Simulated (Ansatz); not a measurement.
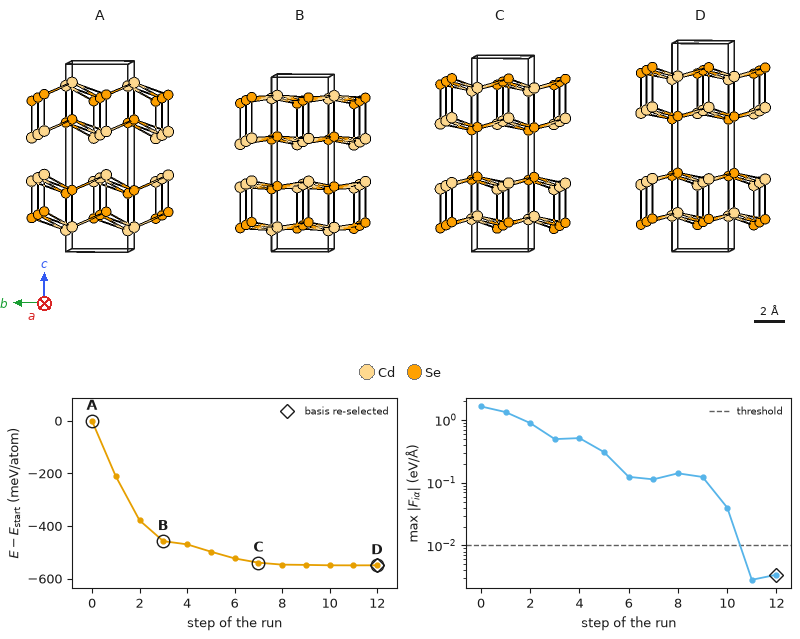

Frames of a relaxation of solid CdSe (built on the HgF-139 type type), marked on the history of the run. Style: ball-and-stick. Shown: the conventional cell (2 times the calculation's cell), from a free direction. Lengths and directions refer to the drawn axes.

Method: DFT, PBEsol, plane waves, PAW in Ansatz.

Input file:
```yaml
crystal:
  lattice:
    - [-2.12564967, 2.12564967, 6.41682503]
    - [2.12564967, -2.12564967, 6.41682503]
    - [2.12564967, 2.12564967, -6.41682503]
  atoms:
    - { symbol: Cd, position: [0.88451596, 0.88451596, 0.0] }
    - { symbol: Cd, position: [0.11548404, 0.11548404, 0.0] }
    - { symbol: Se, position: [0.6881518, 0.6881518, 0.0] }
    - { symbol: Se, position: [0.3118482, 0.3118482, 0.0] }
kpoints:
  mp_grid: { grid: [8, 8, 8] }
hamiltonian:
  xc: pbesol
scf:
  occupations: { method: fermi_dirac, width: 0.03 }
relax:
  f_tol: 0.01
  cell: {}
  max_steps: 120
output:
  write_density: true
  write_potential: true
  elf: true
  volumetric_format: npy
```

Launched with:
```bash
ansatz run input.yaml --threads 2 --pin off --max-ram 2211MiB --backend cpu --events-out ev --progress --plain --runs-dir out
```

> What happens along the run?

The largest moves relative to the cell, 0.80 Å, are those of Cd1 and Cd2. Cd2 goes along +c. Largest moves by element: Cd 0.80 Å, Se 0.74 Å. The volume changes by −8.3 %, with a = b 4.251 → 3.867 Å (−9.0 %), c 12.834 → 14.223 Å (+10.8 %). Near-neighbour distances that change, for instance: Cd1–Se4 3.147 → 2.782 Å, Cd1–Se3 2.520 → 2.733 Å. Bond angles that change, for instance: Cd1–Se3–Cd2 107.2° → 79.4°, Se3–Cd2–Se4 72.8° → 100.6°, Se3–Cd2–Se3 145.5° → 158.8°. The space group stays I4/mmm (No. 139). Over 11 accepted moves (12 points after the start) the energy falls by 549 meV per atom. The largest force component goes from 1.6 to 0.0034 eV/Å. The pressure goes from −3.62 to 0.03 GPa. The SCF was repeated once at an unchanged geometry on a basis and grid sized afresh for the cell, which shifted the energy by 0.2 meV per atom at most. From step 0 to 3: Se atoms move most (0.54 Å), volume −21.9 %, energy −457 meV per atom. From step 3 to 7: Cd atoms move most (0.60 Å), volume +10.4 %, energy −81.8 meV per atom. From step 7 to 12: Se atoms move most (0.11 Å), volume +6.3 %, energy −10.0 meV per atom.

Limits of the set-up: layers or molecules are held without a dispersion correction, so their spacing is unreliable.
